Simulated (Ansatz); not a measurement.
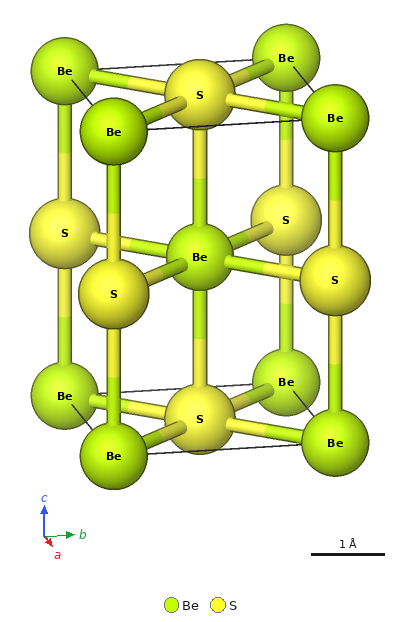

The input geometry (ball-and-stick view of the cell 2 times as large as that of the calculation, set on its symmetry axes, seen slightly off an axis).

BeS: band-structure calculation

BeS (I4/mmm, 2 atoms in the cell), computed with DFT, r2SCAN, plane waves, PAW, no spin polarisation (Ansatz 0.2.0).

The structure was built on a prototype by a generator. The geometry comes from this level: r2SCAN (a point of a series of strains). It belongs to a series of runs on one base structure; here: biaxial_xy strain -4.9%.

## Input
```yaml
crystal:
  lattice:
    - [0.0, 2.204444837, 2.3172972112]
    - [2.204444837, 0.0, 2.3172972112]
    - [2.204444837, 2.204444837, 0.0]
  atoms:
    - { symbol: Be, position: [0.0, 0.0, 0.0] }
    - { symbol: S, position: [0.5, 0.5, 0.5] }
kpoints:
  mp_grid: { grid: [10, 10, 10] }
  band_path:
    path:
      - [0.0, 0.0, 0.0]
      - [0.5, 0.0, 0.5]
      - [0.625, 0.25, 0.625]
      - [0.375, 0.375, 0.75]
      - [0.5, 0.5, 0.5]
      - [0.5, 0.25, 0.75]
      - [0.15, 0.15, 0.3]
    npoints: 1
hamiltonian:
  xc: r2scan
scf:
  occupations: { method: fixed }
  n_extra_bands: 4
output:
  forces: true
  stress: true
  eigenvalues: true
  write_density: true
  write_potential: true
  elf: true
  volumetric_format: npy
```

Hardware: 4 threads of an x86-64 CPU, shared host.

Command:
```bash
ansatz run input.yaml --threads 4 --pin off --max-ram 3686MiB --backend cpu --events-out ev --progress --plain --runs-dir out
```

## What the program printed
```
scf.n_extra_bands = 4 over 4 filled bands (N_el = 8.0): the run solves 8 bands
Engine: ansatz 0.2.0, x86_64-unknown-linux-gnu
Pseudopotentials: kind: paw
Pseudopotential: Be, paw, valence charge 2, recommended cutoff 500 eV (meta_gga), Be.paw.azcp
Pseudopotential: S, paw, valence charge 6, recommended cutoff 500 eV (meta_gga), S.paw.azcp
Functional definition: r2SCAN
  parameter k0 = 0.174
  parameter k1 = 0.065
  parameter a1 = 4.9479
  exchange = r2scan_x(k0 = k0, k1 = k1, a1 = a1)
  correlation = r2scan_c
Crystal: 2 atoms, lattice volume = 22.522 Å³
Basis set: ecut = 500 eV, 561 PW (Γ), exchange–correlation on 96×96×96 points (64 copies of the dense FFT grid, shifted against one another)
Bands: 8, of which v1, the nominal top of the filled ones, is band 4 counted from 1 (3 counted from 0)
Symmetry: 16 space group operations
Space group: I4/mmm (ITA 139), of the structure as read, at distance tolerance 2.8e-5 Å
k-points: 102 of 1000
Non-local potential: Be, projectors of the file, l = 0: 2, l = 1: 2, l = 2: 1
Non-local potential: S, projectors of the file, l = 0: 2, l = 1: 2, l = 2: 2
PAW form: soft (Blöchl's): semilocal exchange-correlation on the pseudo side does not see the compensation charge
PAW frozen core: Be, regenerated for the run's functional (the file was generated under x = pbe(κ = 0.804, μ = 0.2195149727645171), c = pbe(β = 0.06672455060314922))
PAW frozen core: S, regenerated for the run's functional (the file was generated under x = pbe(κ = 0.804, μ = 0.2195149727645171), c = pbe(β = 0.06672455060314922))
PAW one-centre angular grid: Be, 302 points (default); XC on 255 of its mesh's 2635 points in the sphere
PAW one-centre angular grid: S, 302 points (default); XC on 160 Gauss nodes
Initial density: superposition of atomic densities (neutral atoms: chi_scale 0, normalization atom), corrected by the library's trained network
Initial wavefunctions: pseudopotential atomic-orbital guess
Functional: x = r2scan, c = r2scan; τ floored in thin density (d = 2e-4 eV/Å³)
SCF iter   1: F=—  HF=-1000.140863 eV  |F-HF|=—  |Δ(HF+E_count)|=         —  Δρ=6.47e-3  dr2=8.89e-3  dr2_τ=2.80e-2  ethr=1.77e-3  ⟨swp⟩=4.5  Hψ=5789  notcnv=0  defer=198
preconditioner: auto → none  [insulator: Δε(μ)=0.962 eV  Ē_g=14.239 eV  n_scr=0 (ndim 8)  ℏωp=22.1 eV  f_vac=0.000  ε∞_Penn≈3.4]
SCF iter   2: F=—  HF=-1000.248134 eV  |F-HF|=—  |Δ(HF+E_count)|=   1.07e-1  Δρ=4.16e-3  dr2=3.41e-3  dr2_τ=3.44e-5  ethr=1.11e-4  ⟨swp⟩=2.0  Hψ=2248  notcnv=0  defer=200
SCF iter   3: F=—  HF=-1000.248602 eV  |F-HF|=—  |Δ(HF+E_count)|=   4.68e-4  Δρ=2.10e-3  dr2=1.32e-3  dr2_τ=3.88e-5  ethr=4.27e-5  ⟨swp⟩=2.1  Hψ=1434  notcnv=0  defer=203
SCF iter   4: F=—  HF=-1000.248676 eV  |F-HF|=—  |Δ(HF+E_count)|=   7.38e-5  Δρ=4.28e-4  dr2=4.86e-5  dr2_τ=7.99e-7  ethr=1.66e-5  ⟨swp⟩=2.7  Hψ=1397  notcnv=0  defer=204
SCF iter   5: F=—  HF=-1000.248681 eV  |F-HF|=—  |Δ(HF+E_count)|=   4.74e-6  Δρ=8.97e-5  dr2=2.12e-6  dr2_τ=1.70e-8  ethr=6.07e-7  ⟨swp⟩=2.3  Hψ=1207  notcnv=0  defer=17
SCF iter   6: F=-1000.248681 eV  HF=-1000.248681 eV  |F-HF|=5.64e-10  |Δ(HF+E_count)|=   1.93e-7  Δρ=1.15e-5  dr2=3.38e-8  dr2_τ=2.68e-10  ethr=1.25e-9  ⟨swp⟩=8.0  Hψ=6363  notcnv=0
SCF 1 converged in 6 iterations: F = -1000.248681 eV  dr2 = 3.38e-8
  greatest PAW one-centre occupation: 0.876 electrons in one spin orbital (limit 2), on the S atom at site 1 (counted from 0), in its partial waves of l = 0
NSCF: frozen V_eff on 7 k-points
SCF converged after 6 iterations
Free energy (F): -1000.248681 eV
Harris-Foulkes:  -1000.248681 eV  (|F-HF|=5.64e-10)
Internal energy: -1000.248681 eV  (E = F + TS)
E sigma→0 (E₀):  -1000.248681 eV
Fermi energy:    9.320921 eV
--- Per-component energies (eV) ---
  E_band       = 21.909656
  E_kinetic    = 131.088239
  E_local      = -67.337165  (includes V_loc(G=0)·N_el)
  E_nonlocal   = 32.103104
  E_hartree    = 23.142941
  E_xc         = -112.443241
  E_vxc        = -119.378755  (∫ρ·V_xc dr)
  E_paw        = -670.322692  (= ΣΔE_a)
  E_vpaw       = -6.278306  (= ΣTr[D̂ρ^β])
  E_aug_tail   = 0.000000  (compensation charges beyond the density's cutoff)
  E_vtau       = 5.425277  (kinetic-family band-sum trace: ∫τ·v_τ [+ j·A + Jᵃ·Aᵃ] dr)
  E_ewald      = -336.358073
  E_core_change = -0.121794  (= ΣΔE_core)
  E_smearing   = -0.000000  (= −TS)
  E_closure    = 0.000000  (closes the sum)
  Σ components = -1000.248681   (vs F -1000.248681, Δ=0.00e0)
--- Forces (eV/Å), atoms counted from 1 ---
  atom   1  Be    -0.00000000     0.00000000    -0.00000000
  atom   2  S      0.00000000     0.00000000    -0.00000000
  max |Σ_I F_I| component: 2.37e-30 eV/Å
--- Stress (GPa, compression-positive) ---
       16.800273       0.000000       0.000000
        0.000000      16.800273       0.000000
        0.000000       0.000000       8.278997
  P = ⅓ Tr σ = 13.9598 GPa (139.598 kbar)
--- Band table (eV; the first three rows and the last of 102) ---
  k-point 0: bands = ["-7.4965", "8.6999", "8.6999", "9.3209", "16.7295", "17.9010", "18.5821", "18.5821"]
  k-point 1: bands = ["-7.3241", "7.8282", "8.6795", "9.0838", "16.7708", "17.6670", "18.3378", "18.6427"]
  k-point 2: bands = ["-6.8224", "5.7537", "8.6518", "8.8069", "15.5509", "16.2952", "16.8099", "20.1262"]
  k-point 101: bands = ["-3.7862", "1.3608", "5.7523", "5.7523", "11.0769", "13.7155", "23.4704", "23.4704"]
```

## File bands.tsv
```
# k_distance	band_0	band_1	band_2	band_3	band_4	band_5	band_6	band_7
# fermi_ev = 9.320921
# lock_threshold_ev = 1e-6
# [0, 0, 0] at k_distance = 0.000000
# [0.5, 0, 0.5] at k_distance = 1.425117
# [0.625, 0.25, 0.625] at k_distance = 1.916857
# [0.375, 0.375, 0.75] at k_distance = 2.782621
# [0.5, 0.5, 0.5] at k_distance = 3.627227
# [0.5, 0.25, 0.75] at k_distance = 4.610706
# [0.15, 0.15, 0.3] at k_distance = 5.648207
# levels_relative_to = fermi_ev
# free_energy_ev = -1000.248681
# largest_residual_norms_ev = 3.865e-4 9.036e-4 9.965e-4 1.178e-3 9.764e-4 8.727e-4 1.048e-3 1.256e-3
0.000000	-16.817393	-0.621020	-0.621020	0.000000	7.408585	8.580096	9.261158	9.261158
1.425117	-12.586096	-7.941241	-4.349800	-3.502662	1.084773	4.169169	12.727652	14.850806
1.916857	-12.785902	-7.168164	-5.999845	-3.139464	2.378129	7.756660	9.105010	13.199253
2.782621	-13.069597	-7.121874	-6.098377	-2.763383	2.989664	8.392500	9.014229	12.826383
3.627227	-14.092721	-8.369211	-0.935034	-0.534907	3.790337	4.335412	5.108390	12.128923
4.610706	-12.813342	-6.330140	-6.329556	-4.752436	5.743087	6.625327	10.004375	10.348111
5.648207	-15.787493	-4.119442	-2.204700	-0.090208	5.888277	6.615976	8.106636	9.474874
```

## File rho_z.tsv
```
# z_ang	rho[e/angstrom^3]
# format = ansatz-planar-average/11
# lattice	0.000000000	2.204444837	2.317297211
# lattice	2.204444837	0.000000000	2.317297211
# lattice	2.204444837	2.204444837	0.000000000
# sites	2
# site	4	0.000000000	0.000000000	0.000000000
# site	16	2.204444837	2.204444837	2.317297211
0.000000	1.841442e-1
0.129898	1.907232e-1
0.259796	2.101323e-1
0.389694	2.414284e-1
0.519593	2.828399e-1
0.649491	3.310588e-1
0.779389	3.806277e-1
0.909287	4.244179e-1
1.039185	4.557998e-1
1.169083	4.717686e-1
1.298982	4.748415e-1
1.428880	4.718366e-1
1.558778	4.698405e-1
1.688676	4.718366e-1
1.818574	4.748415e-1
1.948472	4.717686e-1
2.078371	4.557998e-1
2.208269	4.244179e-1
2.338167	3.806277e-1
2.468065	3.310588e-1
2.597963	2.828399e-1
2.727861	2.414284e-1
2.857759	2.101323e-1
2.987658	1.907232e-1
```

## File v_z.tsv
```
# z_ang	v_es[eV]	v_tot[eV]
# format = ansatz-planar-average/11
# xc	r2scan
# density_cutoff_ev	2000
# datasets	Be=:simpson_from_first_knot:soft:shift=0	S=:simpson_from_first_knot:soft:shift=0
# lattice	0.000000000	2.204444837	2.317297211
# lattice	2.204444837	0.000000000	2.317297211
# lattice	2.204444837	2.204444837	0.000000000
# sites	2
# site	4	0.000000000	0.000000000	0.000000000
# site	16	2.204444837	2.204444837	2.317297211
0.000000	3.150449e0	-6.521188e0
0.129898	3.328630e0	-6.440556e0
0.259796	3.795982e0	-6.275634e0
0.389694	4.386237e0	-6.064496e0
0.519593	4.845360e0	-5.995650e0
0.649491	4.889475e0	-6.456231e0
0.779389	4.382814e0	-7.503315e0
0.909287	3.443495e0	-8.922960e0
1.039185	2.455487e0	-1.029653e1
1.169083	1.747919e0	-1.128882e1
1.298982	1.343106e0	-1.196910e1
1.428880	1.149685e0	-1.235976e1
1.558778	1.093164e0	-1.246577e1
1.688676	1.149685e0	-1.235976e1
1.818574	1.343106e0	-1.196910e1
1.948472	1.747919e0	-1.128882e1
2.078371	2.455487e0	-1.029653e1
2.208269	3.443495e0	-8.922960e0
2.338167	4.382814e0	-7.503315e0
2.468065	4.889475e0	-6.456231e0
2.597963	4.845360e0	-5.995650e0
2.727861	4.386237e0	-6.064496e0
2.857759	3.795982e0	-6.275634e0
2.987658	3.328630e0	-6.440556e0
```

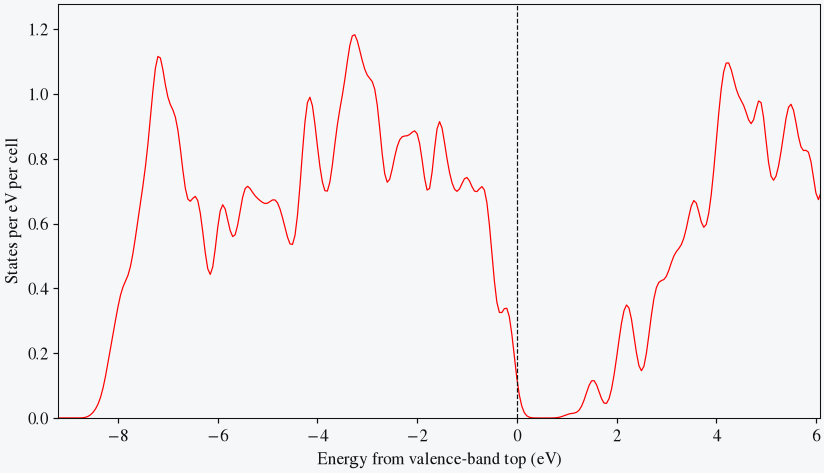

Density of states (the curve is built from the levels of the k mesh with Gaussians 0.3 eV wide, which also blur the band edges), with energies from the valence-band top. There is a gap of 1.08 eV on the k-point mesh. Small ripples come from the finite k-point mesh.

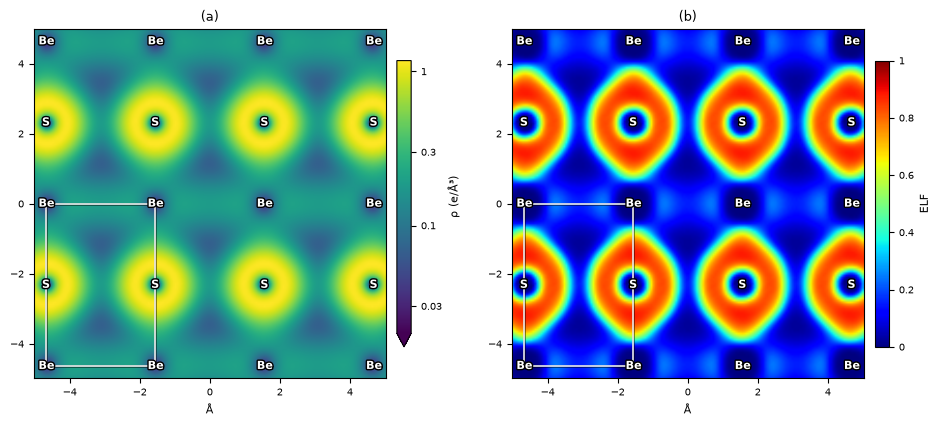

(a) valence electron density; (b) electron localisation function on the (100) plane of the conventional cell. Atoms in the plane: Be and S. Be–S (2.32 Å): ρ at the midpoint is about 0.43 e/Å³; the ELF is about 0.80 at the midpoint. Away from the nuclei the density in this plane falls to 0.07 e/Å³ at its lowest. Core electrons are frozen (PAW), so the fields are smoothed inside the atomic spheres.

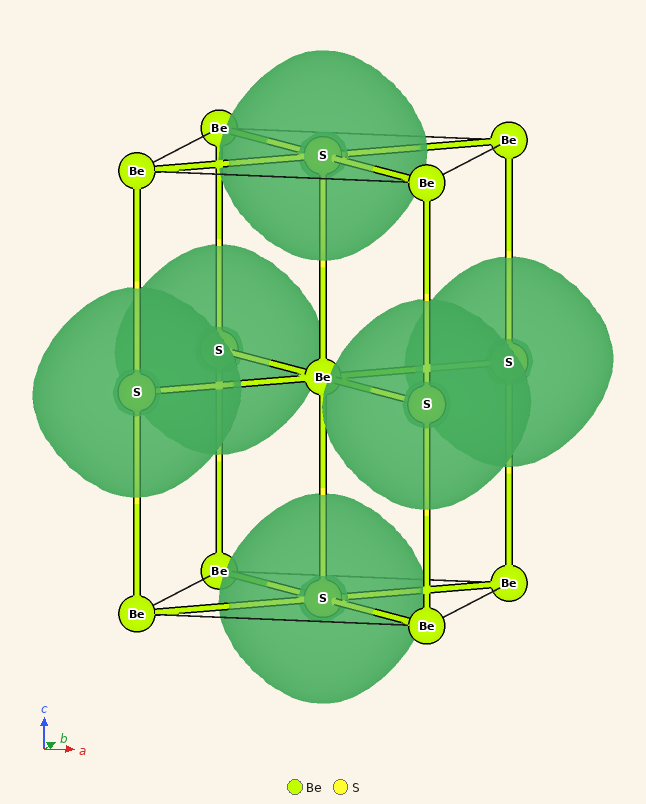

Isosurface of the valence charge density (pseudo) at 0.5 e/Å³ (green), seen slightly off an axis. Sticks mark near contacts. The outline is the cell set on symmetry axes. At this value the density breaks into separate islands; it holds about 50 % of the electrons treated as valence. It is pinched off along the Be–S (2.20 Å) and Be–S (2.32 Å) contacts. On the grid the lowest density along these lines, outside the cores, is 0.32 e/Å³ (Be–S, 2.20 Å) and 0.24 e/Å³ (Be–S, 2.32 Å).

## Key numbers

```json
{"quantity": "outcome", "value": "converged"}
{"quantity": "space group (tolerance 0.01 Å)", "value": "I4/mmm (139)"}
{"quantity": "electrons treated", "value": "8"}
{"quantity": "free energy", "value": "−1000.2487 eV"}
{"quantity": "Fermi energy", "value": "9.321 eV"}
{"quantity": "gap on the k-point mesh", "value": "1.08 eV"}
{"quantity": "pressure", "value": "13.96 GPa"}
{"quantity": "largest force (length of the vector)", "value": "under 0.001 eV/Å"}
{"quantity": "wall time", "value": "0.63 s (CPU time 2 s)"}
{"quantity": "peak memory", "value": "0.48 GiB"}
```
